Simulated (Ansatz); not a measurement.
# MnO₂: one change and its effect

System: MnO₂ (R-3m, 3 atoms in the cell).
Method of run A: Kohn-Sham DFT of a periodic cell, PBEsol with D3(BJ)-ATM, Ansatz PAW, spin-polarised (Ansatz 0.2.0).

The structure derives from a Materials Project entry. Text and figures count atoms from 1; the logs count them from 0 in places.

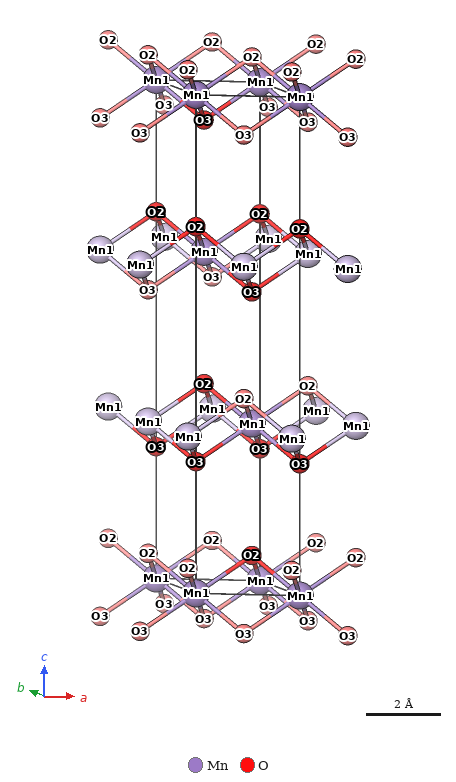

The structure as given in the input (ball-and-stick view of the cell 3 times as large as that of the calculation, set on its symmetry axes, seen slightly off an axis; neighbours outside the cell are drawn fainter; atoms are numbered from 1 in the order of the input). An atom can appear more than once, as a periodic image.

## Input, run A
```yaml
crystal:
  lattice:
    - [1.4284348394, 0.824707239, 4.5839315268]
    - [-1.4284348394, 0.824707239, 4.5839315268]
    - [0.0, -1.6494144781, 4.5839315268]
  atoms:
    - { symbol: Mn, position: [0.0, 0.0, 0.0], spin: 4.0 }
    - { symbol: O, position: [0.73563551, 0.73563551, 0.73563551] }
    - { symbol: O, position: [0.26436449, 0.26436449, 0.26436449] }
hamiltonian:
  xc: pbesol
  pseudopotentials: { kind: paw }
  dispersion: d3bjatm
magnetization:
  spin_polarized: true
kpoints:
  mp_grid: { grid: [11, 11, 11] }
scf:
  occupations: { method: fermi_dirac, width: 0.05 }
output:
  forces: true
  stress: true
  eigenvalues: true
  write_density: true
  write_potential: true
  elf: true
  volumetric_format: npy
relax:
  f_tol: 0.01
  max_steps: 40
  cell: { stress_tol: 0.05 }
```

Launched with:
```bash
ansatz run input.yaml --threads 2 --pin off --max-ram 5632MiB --backend cpu --events-out ev --progress --plain --runs-dir out
```

Hardware: 2 threads of Arm Neoverse V2, 24 GiB of memory available, shared host.

## Output, shortened to warnings, some set-up lines, iterations and results (run A)
```
Basis set: ecut = 420 eV, 651 PW (Γ), FFT grids on a1−a2, a2, −a2+a3, exchange–correlation on 40×72×40 points (8 copies of the dense FFT grid, shifted against one another)
Symmetry: 12 space group operations
k-points: 146 of 1331
Initial density: superposition of atomic densities (chi_scale 0.1, normalization cell, long waves kept (reshape's long-wave potential 0.12 eV rms))
[...]
SCF iter   1: F=—  HF=-4990.012367 eV  |F-HF|=—  |Δ(HF+E_count)|=         —  Δρ=6.08e-2 (↑5.36e-2 ↓6.08e-2)  dr2=3.26e0  dr2_m=3.21e-1  M=3.000 μB ∫|m|=3.505 μB  β_m=0.30  …
SCF iter   2: F=—  HF=-4990.518930 eV  |F-HF|=—  |Δ(HF+E_count)|=   5.07e-1  Δρ=5.09e-2 (↑5.09e-2 ↓2.81e-2)  dr2=4.54e-1  dr2_m=3.17e-1  M=3.000 μB ∫|m|=3.341 μB  β_m=0.30  …
SCF iter   3: F=—  HF=-4990.327235 eV  |F-HF|=—  |Δ(HF+E_count)|=   1.92e-1  Δρ=2.72e-2 (↑2.72e-2 ↓2.62e-2)  dr2=1.49e-1  dr2_m=1.53e-1  M=3.000 μB ∫|m|=3.311 μB  β_m=0.45  …
SCF iter   4: F=—  HF=-4990.632383 eV  |F-HF|=—  |Δ(HF+E_count)|=         —  Δρ=2.05e-2 (↑2.05e-2 ↓1.93e-2)  dr2=4.32e-2  dr2_m=1.07e-1  M=3.000 μB ∫|m|=3.099 μB  β_m=0.45  …
SCF iter   5: F=—  HF=-4990.638333 eV  |F-HF|=—  |Δ(HF+E_count)|=   5.95e-3  Δρ=1.34e-2 (↑1.34e-2 ↓1.21e-2)  dr2=4.69e-3  dr2_m=4.54e-2  M=3.000 μB ∫|m|=3.074 μB  β_m=0.73  …
[... 70 lines ...]
SCF iter   5: F=—  HF=-4990.658642 eV  |F-HF|=—  |Δ(HF+E_count)|=  4.38e-10  Δρ=2.75e-7 (↑1.87e-7 ↓2.75e-7)  dr2=3.70e-11  dr2_m=3.42e-12  M=3.000 μB ∫|m|=3.030 μB  β_m=0.72  …
SCF iter   6: F=—  HF=-4990.658642 eV  |F-HF|=—  |Δ(HF+E_count)|=  1.38e-10  Δρ=1.65e-7 (↑6.01e-8 ↓1.65e-7)  dr2=1.18e-11  dr2_m=1.40e-12  M=3.000 μB ∫|m|=3.030 μB  β_m=0.84  …
SCF iter   7: F=-4990.658642 eV  HF=-4990.658642 eV  |F-HF|=3.64e-12  |Δ(HF+E_count)|=  1.27e-11  Δρ=9.14e-8 (↑2.80e-8 ↓9.14e-8)  dr2=3.76e-12  dr2_m=6.38e-13  M=3.000 μB …
SCF 8 converged in 7 iterations: F = -4990.658642 eV  dr2 = 3.76e-12
relax step   8: F+E_penalty+E_count = -4990.65864215 eV  Δ(F+E_penalty+E_count) = +2.579e-4 eV  max|allowed force component| = 1.279e-3 eV/Å  Δτ_max = 0.0000 Å  P = -0.000 …
basis re-selected at this cell: Δ(F+E_penalty+E_count) = +2.579e-4 eV, ΔP = -0.003 GPa vs the last step (what re-selecting the basis moved, of the pressure what is left beyond the Pulay correction that the steps carried, after the strain that the cell walked since its last selection, with what the …
SCF converged after 7 iterations
Magnetization: 3.0000 μB (15.0000 up, 12.0000 down)
Absolute magnetization: 3.0307 μB (∫|ρ↑−ρ↓|, with the PAW one-centre terms)
Spin contamination: 0.0340 ħ² per cell (⟨S²⟩ above its minimum at these occupations)
Per-site moments (μB) at R_I (Å): [(2.468370360089293, 0.78067310011517), (0.05775944948762259, 0.7806731001151704), (0.05775944948762268, 0.78067310011517)]
Free energy (F): -4990.658642 eV
Harris-Foulkes:  -4990.658642 eV  (|F-HF|=3.64e-12)
Internal energy: -4990.658621 eV  (E = F + TS)
E sigma→0 (E₀):  -4990.658632 eV
Entropy (-TS):   -0.000021 eV (-0.007 meV/atom)
Fermi energy:    8.859623 eV
--- Per-component energies (eV) ---
  E_band       = -348.512656
  E_kinetic    = 649.294146
  E_local      = -3449.445733  (includes V_loc(G=0)·N_el)
  E_nonlocal   = 335.450982
  E_hartree    = 1403.105832
  E_xc         = -258.172977
  E_vxc        = -331.526899  (∫ρ·V_xc dr)
  E_paw        = -1569.355058  (= ΣΔE_a)
  E_vpaw       = -358.501639  (= ΣTr[D̂ρ^β])
  E_aug_tail   = 0.004763  (compensation charges beyond the density's cutoff)
  E_ewald      = -2101.467388
  E_disp       = -0.313415  (pairwise vdW)
  E_core_change = 0.240226  (= ΣΔE_core)
  E_smearing   = -0.000021  (= −TS)
  E_closure    = -0.000000  (closes the sum)
  Σ components = -4990.658642   (vs F -4990.658642, Δ=0.00e0)
--- Forces (eV/Å), atoms counted from 1 ---
  atom   1  Mn     0.00000000    -0.00000000    -0.00000000
  atom   2  O      0.00000000     0.00000000    -0.00127910
  atom   3  O      0.00000000    -0.00000000     0.00127910
  max |Σ_I F_I| component: 4.34e-19 eV/Å
--- Stress (GPa, compression-positive) ---
        0.015772       0.000000      -0.000000
        0.000000       0.015772       0.000000
       -0.000000       0.000000      -0.032993
  P = ⅓ Tr σ = -0.0005 GPa (-0.005 kbar)
--- Relaxed structure (5 steps of the walk, 5 accepted, 3 SCFs on fresh bases) ---
[...]
```

For run B the input was changed thus:
```diff
-  dispersion: d3bjatm
+  dispersion: d3bj
```

Predict how the results change.

The total energies belong to different models, so their difference says nothing on which is more stable or more accurate. The volume per atom goes from 10.45 to 10.37 Å³. The number of SCF iterations is the same.

## Output, shortened to warnings, some set-up lines, iterations and results (run B)
```
Basis set: ecut = 420 eV, 651 PW (Γ), FFT grids on a1−a2, a2, −a2+a3, exchange–correlation on 40×72×40 points (8 copies of the dense FFT grid, shifted against one another)
Symmetry: 12 space group operations
k-points: 146 of 1331
Initial density: superposition of atomic densities (chi_scale 0.1, normalization cell, long waves kept (reshape's long-wave potential 0.12 eV rms))
[...]
SCF iter   1: F=—  HF=-4990.035602 eV  |F-HF|=—  |Δ(HF+E_count)|=         —  Δρ=6.08e-2 (↑5.36e-2 ↓6.08e-2)  dr2=3.26e0  dr2_m=3.21e-1  M=3.000 μB ∫|m|=3.505 μB  β_m=0.30  …
SCF iter   2: F=—  HF=-4990.542165 eV  |F-HF|=—  |Δ(HF+E_count)|=   5.07e-1  Δρ=5.09e-2 (↑5.09e-2 ↓2.81e-2)  dr2=4.54e-1  dr2_m=3.17e-1  M=3.000 μB ∫|m|=3.341 μB  β_m=0.30  …
SCF iter   3: F=—  HF=-4990.350470 eV  |F-HF|=—  |Δ(HF+E_count)|=   1.92e-1  Δρ=2.72e-2 (↑2.72e-2 ↓2.62e-2)  dr2=1.49e-1  dr2_m=1.53e-1  M=3.000 μB ∫|m|=3.311 μB  β_m=0.45  …
SCF iter   4: F=—  HF=-4990.655618 eV  |F-HF|=—  |Δ(HF+E_count)|=         —  Δρ=2.05e-2 (↑2.05e-2 ↓1.93e-2)  dr2=4.32e-2  dr2_m=1.07e-1  M=3.000 μB ∫|m|=3.099 μB  β_m=0.45  …
SCF iter   5: F=—  HF=-4990.661568 eV  |F-HF|=—  |Δ(HF+E_count)|=   5.95e-3  Δρ=1.34e-2 (↑1.34e-2 ↓1.21e-2)  dr2=4.69e-3  dr2_m=4.54e-2  M=3.000 μB ∫|m|=3.074 μB  β_m=0.73  …
[... 70 lines ...]
SCF iter   5: F=—  HF=-4990.683730 eV  |F-HF|=—  |Δ(HF+E_count)|=  3.72e-10  Δρ=3.25e-7 (↑1.69e-7 ↓3.25e-7)  dr2=3.02e-11  dr2_m=1.19e-11  M=3.000 μB ∫|m|=3.030 μB  β_m=0.73  …
SCF iter   6: F=—  HF=-4990.683730 eV  |F-HF|=—  |Δ(HF+E_count)|=  1.47e-10  Δρ=1.67e-7 (↑7.48e-8 ↓1.67e-7)  dr2=1.31e-11  dr2_m=1.42e-12  M=3.000 μB ∫|m|=3.030 μB  β_m=0.76  …
SCF iter   7: F=-4990.683730 eV  HF=-4990.683730 eV  |F-HF|=3.64e-12  |Δ(HF+E_count)|=  3.64e-12  Δρ=5.60e-8 (↑5.60e-8 ↓3.58e-8)  dr2=1.13e-12  dr2_m=2.40e-13  M=3.000 μB …
SCF 8 converged in 7 iterations: F = -4990.683730 eV  dr2 = 1.13e-12
relax step   8: F+E_penalty+E_count = -4990.68373007 eV  Δ(F+E_penalty+E_count) = +1.963e-4 eV  max|allowed force component| = 1.417e-3 eV/Å  Δτ_max = 0.0000 Å  P = +0.004 …
basis re-selected at this cell: Δ(F+E_penalty+E_count) = +1.963e-4 eV, ΔP = -0.003 GPa vs the last step (what re-selecting the basis moved, of the pressure what is left beyond the Pulay correction that the steps carried, after the strain that the cell walked since its last selection, with what the …
SCF converged after 7 iterations
Magnetization: 2.9999 μB (15.0000 up, 12.0000 down)
Absolute magnetization: 3.0306 μB (∫|ρ↑−ρ↓|, with the PAW one-centre terms)
Spin contamination: 0.0339 ħ² per cell (⟨S²⟩ above its minimum at these occupations)
Per-site moments (μB) at R_I (Å): [(2.467242611305808, 0.7804532950526993), (0.05821706068228439, 0.7804532950526994), (0.05821706068228403, 0.7804532950526993)]
Free energy (F): -4990.683730 eV
Harris-Foulkes:  -4990.683730 eV  (|F-HF|=3.64e-12)
Internal energy: -4990.683708 eV  (E = F + TS)
E sigma→0 (E₀):  -4990.683719 eV
Entropy (-TS):   -0.000022 eV (-0.007 meV/atom)
Fermi energy:    8.986719 eV
--- Per-component energies (eV) ---
  E_band       = -345.222025
  E_kinetic    = 649.381902
  E_local      = -3414.482133  (includes V_loc(G=0)·N_el)
  E_nonlocal   = 335.457721
  E_hartree    = 1387.245242
  E_xc         = -258.204615
  E_vxc        = -331.570964  (∫ρ·V_xc dr)
  E_paw        = -1569.359530  (= ΣΔE_a)
  E_vpaw       = -358.503720  (= ΣTr[D̂ρ^β])
  E_aug_tail   = 0.004758  (compensation charges beyond the density's cutoff)
  E_ewald      = -2120.626135
  E_disp       = -0.341144  (pairwise vdW)
  E_core_change = 0.240226  (= ΣΔE_core)
  E_smearing   = -0.000022  (= −TS)
  E_closure    = 0.000000  (closes the sum)
  Σ components = -4990.683730   (vs F -4990.683730, Δ=0.00e0)
--- Forces (eV/Å), atoms counted from 1 ---
  atom   1  Mn     0.00000000     0.00000000    -0.00000000
  atom   2  O      0.00000000     0.00000000    -0.00141659
  atom   3  O      0.00000000    -0.00000000     0.00141659
  max |Σ_I F_I| component: 7.89e-31 eV/Å
--- Stress (GPa, compression-positive) ---
        0.021369       0.000000       0.000000
        0.000000       0.021369       0.000000
        0.000000       0.000000      -0.032092
  P = ⅓ Tr σ = 0.0035 GPa (0.035 kbar)
--- Relaxed structure (5 steps of the walk, 5 accepted, 3 SCFs on fresh bases) ---
[...]
```

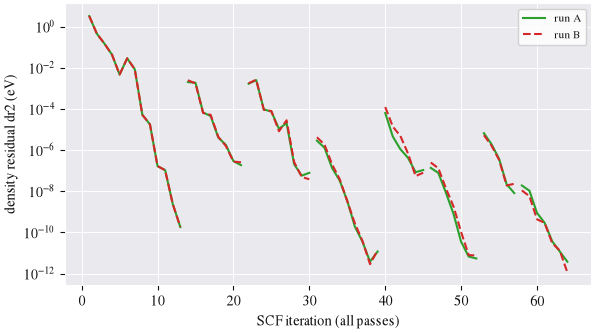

Convergence of the two runs: density residual dr2 against the SCF iteration. A break in a curve parts two SCF passes. Run A takes 64 iterations in all, and run B takes 64.

## The two runs side by side

| quantity | run A | run B |
| --- | --- | --- |
| outcome | converged | converged |
| free energy per atom (eV) | −1663.5529 | −1663.5612 |
| gap on the mesh (eV) | 0.70 | 0.70 |
| net moment of the cell (μB) | 3.00 | 3.00 |
| absolute moment of the cell (μB) | 3.03 | 3.03 |
| pressure (GPa) | 0.00 | 0.00 |
| volume per atom (Å³) | 10.45 | 10.37 |
| largest force (eV/Å) | 0.001 | 0.001 |
| SCF iterations | 64 | 64 |
| irreducible k-points | 146 | 146 |
| wall time (shared host) | 51 s | 48 s |

For both runs: Semilocal DFT without U tends to delocalise the d electrons of such compounds and to underestimate the gap.
